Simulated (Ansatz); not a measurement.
A periodic structure is given below.

```xyz
4
Lattice="4.3947 0.0000 0.0000 0.0000 4.5970 0.0000 0.0000 0.0000 3.1791" Properties=species:S:1:pos:R:3 pbc="T T T"
Ti    0.0000    0.0000    0.0000
Al    0.0000    2.2985    1.5895
Ti    2.1974    2.2985    0.0000
Al    2.1974    0.0000    1.5895
```

Give a crystallographic description of this input.

Answer. The stoichiometry is TiAl. Space group: Cmmm (No. 65). Lattice: base-centred orthorhombic. With Z = 2, the cell contains 2 Ti, 2 Al. About every Ti there are eight Al in a cubic arrangement at 2.71 to 2.79 Å. Around each Al lie eight Ti in a cubic arrangement at 2.71 to 2.79 Å. Not all metal-metal contacts are counted. The bonds build a three-dimensional framework.

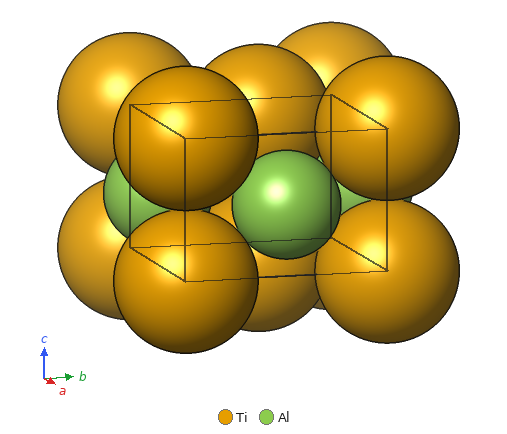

Crystal structure, space-filling style, seen slightly off an axis. The lines enclose the conventional unit cell; boundary atoms appear with their images. Colours: titanium orange, aluminium green.

Provenance: a structure listed in the Materials Project. The cell was then strained or its atoms displaced on purpose. It was run through Ansatz as a DFT input.

At this level of theory the cell isn't at rest (stretched, at -6 GPa), so its distances can differ from those at equilibrium, the more so the softer the solid.
